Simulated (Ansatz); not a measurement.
PtSe

Input

```
crystal:
  lattice:
    - [0.0, 2.6058892385, 2.6058892385]
    - [2.6058892385, 0.0, 2.6058892385]
    - [2.6058892385, 2.6058892385, 0.0]
  atoms:
    - { symbol: Pt, position: [0.5, 0.5, 0.5], spin: 0.05 }
    - { symbol: Se, position: [0.0095936541, 0.0095936541, -0.0095936541] }
basis:
  ecutwfc: 420
  ecutrho_ratio: 4
kpoints:
  mp_grid: { grid: [10, 10, 10] }
hamiltonian:
  xc: pbesol
scf:
  occupations: { method: gaussian, width: 0.05 }
  lower_state_search: "off"
output:
  forces: true
  stress: true
  eigenvalues: true
  populations: true
  write_density: true
  write_potential: true
  elf: true
  volumetric_format: npy
magnetization:
  spin_polarized: true
checkpoint:
  read: start.run
  write: ck
  compress: false
  write_wavefunctions: false
  write_every: 100000
```

Launched as:

```sh
ansatz run input.yaml --threads 4 --pin off --max-ram 4096MiB --backend cpu --events-out ev --progress --plain --runs-dir out
```

Below, planes, directions and counts refer to the conventional cell (a = 3.69 Å, b = 3.69 Å, c = 5.21 Å, α = 90.00°, β = 90.00°, γ = 90.00°).

Space group I4mm; started from the rocksalt prototype, which need not be the ambient phase; changed on purpose from its base cell (atom 2 (Se) moved 0.05 A along z); the program warned that a starting moment wasn't kept; spin-polarised, but the moments vanished.

Computed with DFT PBEsol, scalar-relativistic, plane waves, PAW (Ansatz).

Core electrons are frozen (PAW), and the valence fields are smoothed inside the atomic spheres.

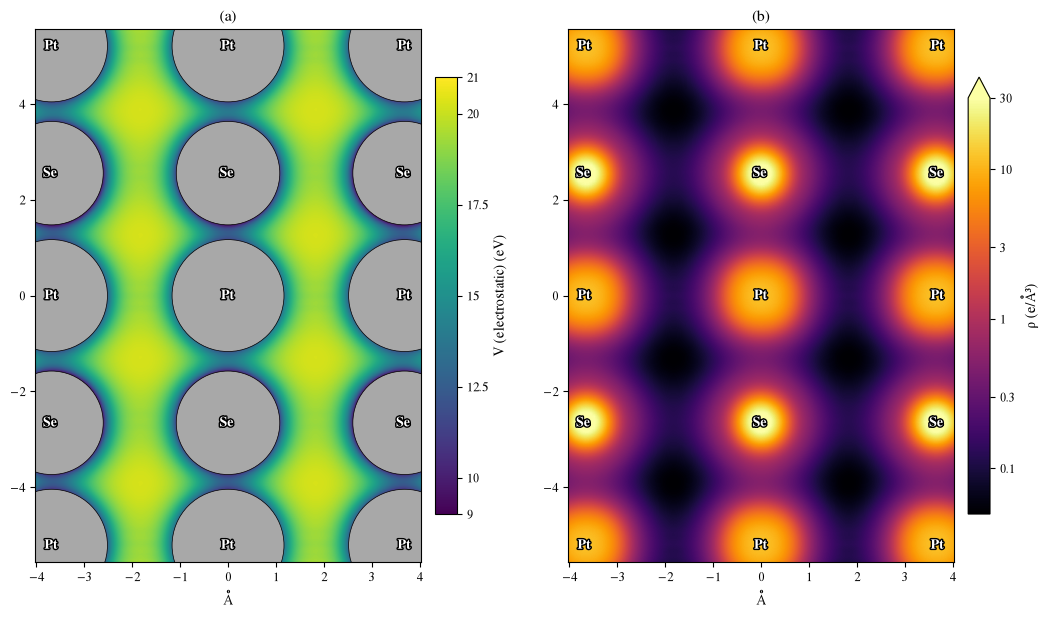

Figure 1. (a) electrostatic potential (local pseudopotential plus Hartree) felt by an electron; (b) valence charge density (pseudo) on the (100) plane of the conventional cell. Grey discs cover the atomic cores in the potential map.

Interpret the plot.

Atoms in the plane: Pt and Se. Pt–Se (2.56 Å): the density is about 0.51 e/Å³ at the midpoint. Pt–Se (2.66 Å): the density is about 0.42 e/Å³ at the midpoint. Between the atoms the lowest density in this plane is 0.05 e/Å³. Outside the cores the potential energy rises away from the atoms and is highest about 2.2 Å from the nearest atoms; its zero is arbitrary.

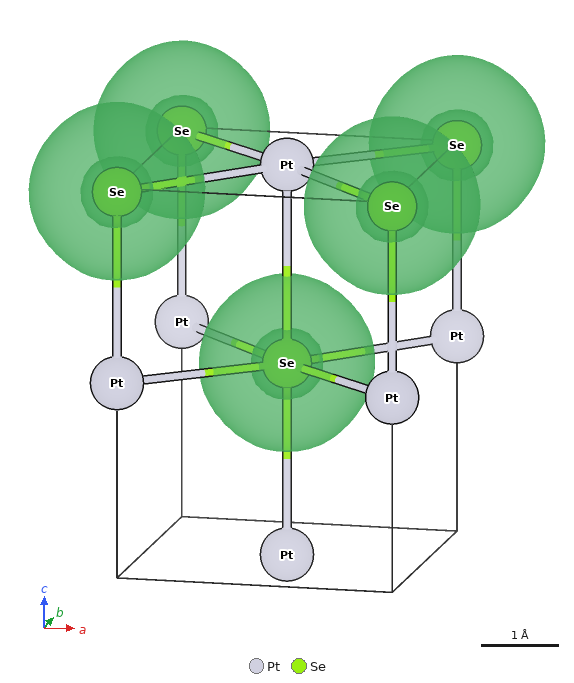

Figure 2. Isosurface of the ELF at 0.55 (green), seen slightly off an axis. Only the valence region is drawn (cores and ρ < 0.01 e/Å³ removed). Sticks mark near contacts.

What do the ELF domains correspond to?

The ELF exceeds this value in two regions wrapped around Se (the valence shell of each), counted in one cell of 4 atoms. Regions shared between cells count once. Along the contacts the grid gives the following. Pt–Se (2.56 Å): the ELF is about 0.40 at the midpoint. Pt–Se (2.61 Å): the ELF is about 0.40 at the midpoint and 0.25 at its lowest between the atoms.

Metal or insulator at this level of theory?

It is gapless in this calculation (a metal or semimetal); semilocal functionals without U, or without the true magnetic order, often close the gap of such compounds.
